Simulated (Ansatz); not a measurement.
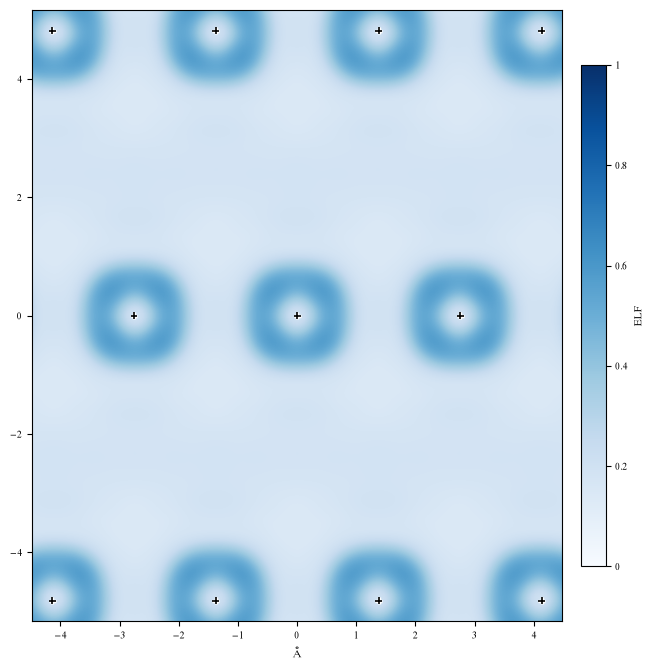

The electron localisation function on a plane through atoms (crosses mark nuclei in the plane).

Computed with DFT, m-r2SCAN, plane waves (500 eV) with PAW, scalar-relativistic in Ansatz 0.2.0.

Candidates:
A. Ir, a = 4.17 Å, b = 4.17 Å, c = 2.57 Å, α = 90.00°, β = 90.00°, γ = 120.00°. Space group P6/mmm; set up as Ir, omega (AlB2-type); a generated structure, not necessarily the stable one; changed on purpose from its base cell (volume × 0.88); computed pressure about 62 GPa in this cell; the program warned that a starting moment wasn't kept; spin-polarised, but the moments vanished.
B. Pd, a = 2.76 Å, b = 9.64 Å, c = 2.81 Å, α = 90.00°, β = 118.87°, γ = 90.00°. Space group C2/c; set up as Pd, beta-Sn type; a generated structure, not necessarily the stable one; changed on purpose from its base cell (volume × 1.08); computed pressure about −11 GPa in this cell; the program warned that a starting moment wasn't kept; spin-polarised, but the moments vanished.

Which candidate gave the map?

Candidate B: Pd on the (001) plane of the conventional cell, which holds Pd. Pd–Pd (2.76 Å): the ELF is about 0.20 at the midpoint; no shared electron pair shows on this line.
